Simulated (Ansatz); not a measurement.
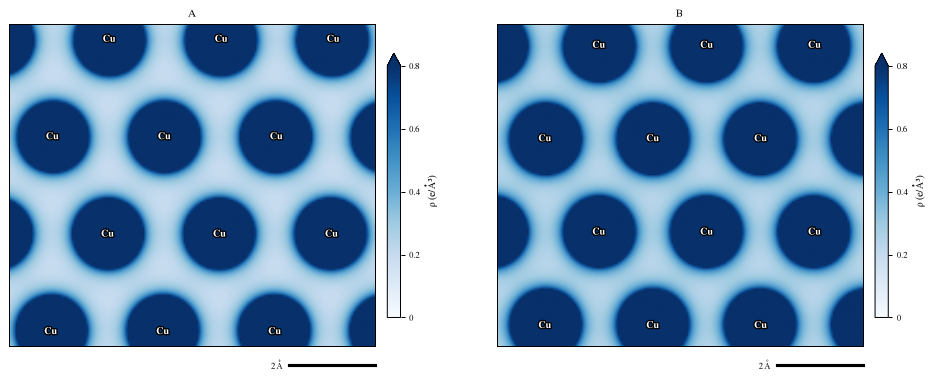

Cu. The valence pseudo-density of two cells that differ in size and shape, on the (111) plane of each (indices in the axes of the calculation cell), at one length scale and on one colour scale; one has 11.3 and the other 12.7 Å³ an atom.

Method: DFT PBE, scalar-relativistic, plane waves, PAW in Ansatz.

The larger cell:

```xyz
1
Lattice="0.0000 1.8617 1.8346 1.8617 0.0000 1.8346 1.8617 1.8617 0.0000" Properties=species:S:1:pos:R:3 pbc="T T T"
Cu    0.0000    0.0000    0.0000
```

The smaller cell: a = 2.518 Å, b = 2.518 Å, c = 2.518 Å, α = 60.00°, β = 60.00°, γ = 60.00°.

**Which is the denser cell? Describe the effect of the change.**

Panel B is the smaller cell, by 11 % in volume. From the larger cell to the smaller, Cu–Cu goes from 2.63 to 2.52 Å, and the density at its midpoint from 0.24 to 0.29 e/Å³; the pressure goes from −7 to 9 GPa.
